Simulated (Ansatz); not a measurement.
ZnS (F-43m): refractive index against wavelength

The refractive index of ZnS (F-43m) below the direct gap (2.11 eV on the mesh) is read from one computed spectrum, n = √(Re ε).

The structure is cubic, space group F-43m (No. 216). The conventional cell has a = 5.404 Å, b = 5.404 Å, c = 5.404 Å, α = 90.00°, β = 90.00°, γ = 90.00°. Zn on site c is surrounded by 4 S at 2.34 Å. Around S on site a lie 4 Zn at 2.34 Å.

Method: Ansatz 0.2.0, PBE, independent particles, k-mesh 8×8×8 with interpolation inside its cells, Gaussian parameter 0.1 eV.

Launch of the response step: `ansatz run input.yaml --threads 4 --pin off --max-ram 8192MiB --backend cpu --events-out ev --progress --plain --runs-dir out`. The run took 4 s, on 4 threads of Arm Neoverse V2, with other jobs on the host.

| wavelength (nm) | photon energy E (eV) | n |
| --- | --- | --- |
| 3000 | 0.413 | 2.5171 |
| 2000 | 0.620 | 2.5248 |
| 1550 | 0.800 | 2.5344 |
| 1310 | 0.946 | 2.5443 |
| 1064 | 1.165 | 2.5630 |
| 850 | 1.459 | ? |

In the single-oscillator model n² − 1 = E₀E_d/(E₀² − E²), so 1/(n² − 1) = E₀/E_d − E²/(E₀E_d) is linear in E².

Working, on the rows shown:

| x = E² (eV²) | y = 1/(n² − 1) |
| --- | --- |
| 0.170801 | 0.187414 |
| 0.384302 | 0.18606 |
| 0.639837 | 0.184394 |
| 0.895757 | 0.1827 |
| 1.35784 | 0.179566 |

Means: x̄ = 0.68971, ȳ = 0.18403. Σ(x − x̄)(y − ȳ) = -0.00565, Σ(x − x̄)² = 0.8539. Slope = -0.00565 / 0.8539 = -0.006617; intercept = ȳ − slope · x̄ = 0.18859. Turned back into n, the line misses the rows shown by at most 0.00026.

Q: Predict the last column of the withheld row from the fit.

A: At x = 2.1276 the line gives y = 0.17451, that is 2.5943. The run gave 2.5973, so the extrapolation is off by 0.003, 4 % of the range in the table.

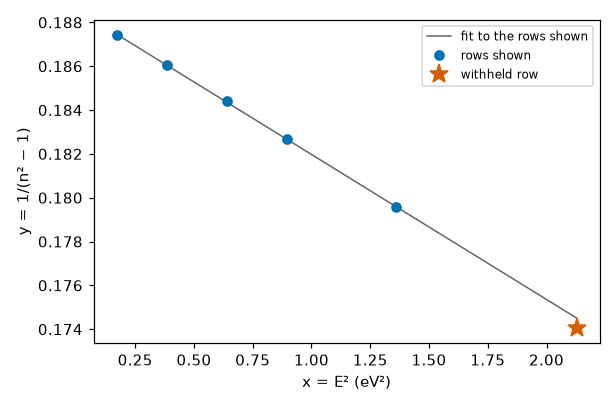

Refitted with all rows, the slope is -0.006839 and the intercept 0.18872. These give E₀ = √(intercept/−slope) = 5.25 eV and E_d = E₀/intercept = 27.8 eV; E₀ is 2.5 times the direct gap. The electronic limit at long wavelengths, without lattice vibrations, is n = √(1 + 1/intercept) = 2.510. The cell comes from an older database entry, whose edges can be off by a per cent or so. Excitons are left out and so are local fields; PBE gaps are as a rule too small.
